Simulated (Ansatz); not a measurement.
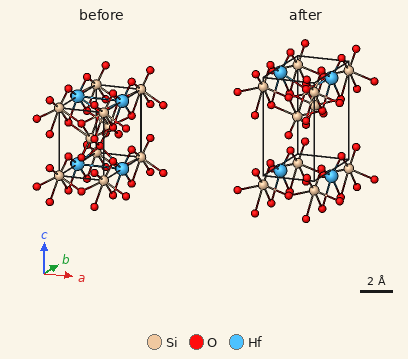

The structure of crystalline HfSi3O8 (built on the tetragonal host type) before (left) and after (right) a relaxation, at one scale.

A ball-and-stick model of the cell of the calculation, seen slightly off an axis.

Method: DFT, PBE, plane waves, PAW in Ansatz 0.2.0.

Input
```yaml
crystal:
  lattice:
    - [3.09224225, 0.0, 0.0]
    - [0.0, 6.18448451, 0.0]
    - [0.0, 0.0, 4.49481756]
  atoms:
    - { symbol: Si, position: [0.5, 0.25, 0.5] }
    - { symbol: Si, position: [0.0, 0.0, 0.0] }
    - { symbol: O, position: [0.5, 0.0, 0.30279212] }
    - { symbol: O, position: [0.0, 0.25, 0.19720788] }
    - { symbol: O, position: [0.0, 0.25, 0.69720788] }
    - { symbol: O, position: [0.5, 0.0, 0.80279212] }
    - { symbol: Si, position: [0.5, 0.75, 0.5] }
    - { symbol: Hf, position: [0.0, 0.5, 0.0] }
    - { symbol: O, position: [0.5, 0.5, 0.30279212] }
    - { symbol: O, position: [0.0, 0.75, 0.19720788] }
    - { symbol: O, position: [0.0, 0.75, 0.69720788] }
    - { symbol: O, position: [0.5, 0.5, 0.80279212] }
kpoints:
  mp_grid: { grid: [8, 4, 6] }
hamiltonian:
  xc: pbe
scf:
  occupations: { method: fermi_dirac, width: 0.02 }
relax:
  f_tol: 0.005
  cell: {}
```

**What changed between the two?**

After 44 accepted moves (54 points after the start) the energy has fallen by 986 meV per atom. Largest force component: 9.1 eV/Å at the start, 0.0028 eV/Å at the end. The pressure goes from 98.08 to 0.00 GPa. The line search rejected the trial steps at points 8, 12 of the run. The SCF was repeated 8 times at an unchanged geometry on a basis and grid sized afresh for the cell, which shifted the energy by 70.5 meV per atom at most. The largest move relative to the cell is that of O3, 0.90 Å along +c. Largest moves by element: O 0.90 Å, Si 0.60 Å, Hf 0.38 Å. Cell: a 3.092 → 3.538 Å (+14.4 %), b 6.184 → 5.766 Å (−6.8 %), c 4.495 → 6.503 Å (+44.7 %). Volume +54.3 %. Among the contacts that change: Si2–O3 2.060 → 3.895 Å, Si1–O4 2.060 → 3.691 Å, Hf8–O9 2.060 → 3.675 Å, Si1–Si1 3.092 → 3.538 Å. Bonds break: Hf8–O9 (2.06 → 3.67 Å). Among the angles between lasting bonds that change: O4–Si2–O10 120.3° → 94.1°, O6–Si2–O6 120.3° → 146.2°, Si2–O6–Si2 120.3° → 146.2°. The space group stays Pmm2 (No. 25). The run took 2.1 min on 1 × NVIDIA H100 80GB HBM3 with 2 threads of AMD EPYC 7R13 Processor (Zen 3), with other jobs on the host, peak memory 1.1 GiB.
